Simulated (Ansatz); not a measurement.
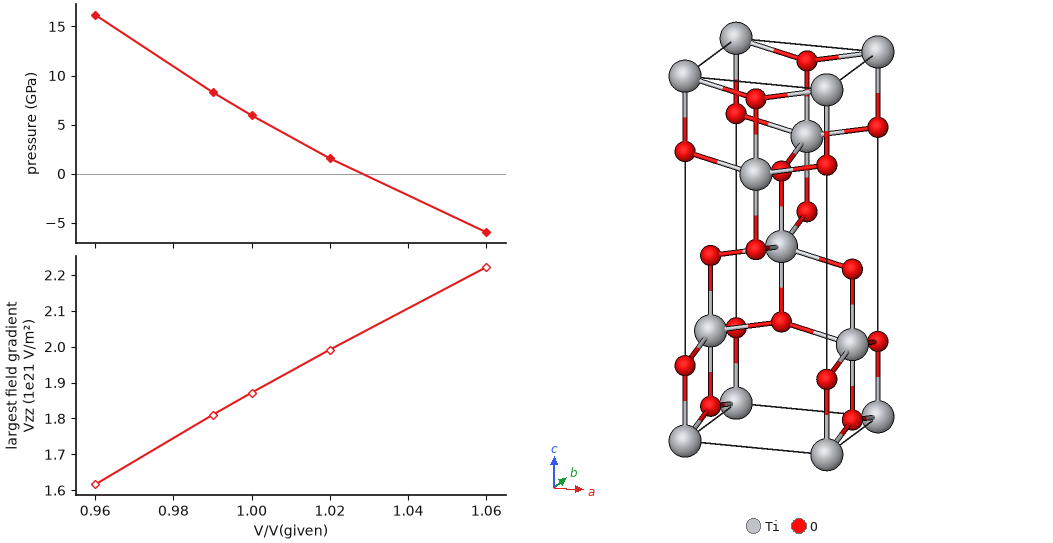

The figure shows the pressure and largest field gradient Vzz against V/V(given) for TiO₂, space group I4_1/amd (No. 141). The conventional cell is drawn beside the plot.

Structure:
```xyz
6
Lattice="-1.8925 1.8925 4.7570 1.8925 -1.8925 4.7570 1.8925 1.8925 -4.7570" Properties=species:S:1:pos:R:3 pbc="T T T"
Ti    0.0000    0.0000    0.0000
Ti    0.0000    1.8925    2.3785
O     0.0000    0.0000    1.9656
O     0.0000    1.8925    4.3441
O     0.0000    1.8925    0.4129
O     0.0000    0.0000    7.5484
```

Calculation (Ansatz 0.2.0): periodic Kohn-Sham DFT of a crystal at fixed atoms, scaled to the stated factor times the given cell; pressure positive in compression. Level: PBE.

- method: frozen-core PAW
- relativity: scalar
- k mesh: 13×13×13
- occupations: Fermi–Dirac
- smearing width: 0.08 eV
- wave cutoff: 420 eV
- PAW set: soft_2

V(given) is 11.36 Å³/atom.

What does the pressure do across the range?

It falls from 16.2 GPa at V/V(given) 0.96 to −6.0 GPa at 1.06, and changes sign near 1.03.

Read off the course of the largest field gradient Vzz.

It rises from 1.616 1e21 V/m² at V/V(given) 0.96 to 2.222 1e21 V/m² at 1.06.

What does the calculation give for the volume at zero pressure from a fit of the pressures?

11.7 Å³/atom.

Keep in mind: shape and atomic fractions are frozen while scaling, which makes layered, chain and framework solids too stiff.
